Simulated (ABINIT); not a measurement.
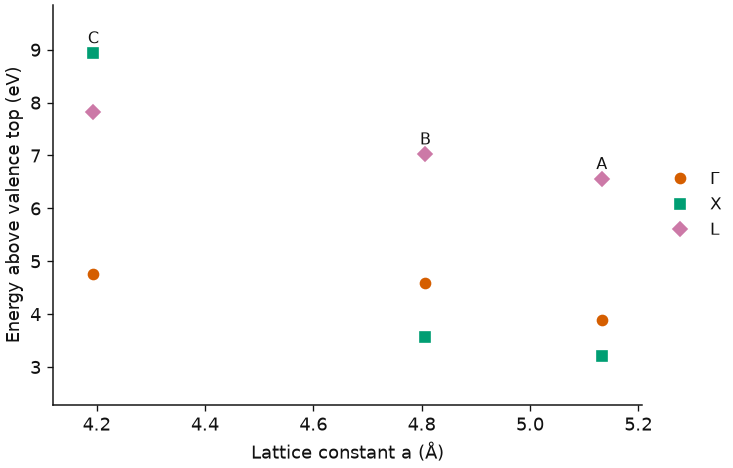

Lowest conduction level at each named k point, counted from the valence-band top at Γ, for three rocksalt crystals against the lattice constant, each in its database cell. All by ABINIT with PBEsol, without spin-orbit coupling, no moments; potentials: JTH PAW PBE v2.0; PseudoDojo NC SR PBEsol v0.4 stringent.

> Which letter is which compound? They are SrO, CaO and MgO.

A is SrO; B is CaO; C is MgO.

> How does the value at Γ change from Mg to Sr?

MgO 4.76, CaO 4.59 and SrO 3.89 eV: it falls at each step to the heavier element.

> With the valence top at Γ, which of these have their lowest conduction level there too?

MgO (direct among these points); CaO has it at X and SrO has it at X.

| compound | a (Å) | k mesh | Γ (eV) | X (eV) | L (eV) |
| --- | --- | --- | --- | --- | --- |
| MgO | 4.194 | 14×14×14 | 4.76 | 8.93 | 7.82 |
| CaO | 4.807 | 10×10×10 | 4.59 | 3.56 | 7.02 |
| SrO | 5.133 | 12×12×12 | 3.89 | 3.20 | 6.55 |

LDA, GGA and most meta-GGA functionals understate gaps. MgO and SrO: the PAW data sets were made with another functional. MgO and CaO: the cell is a database's computed one. The cells are as the databases list them, so they lie at different pressures for this functional.
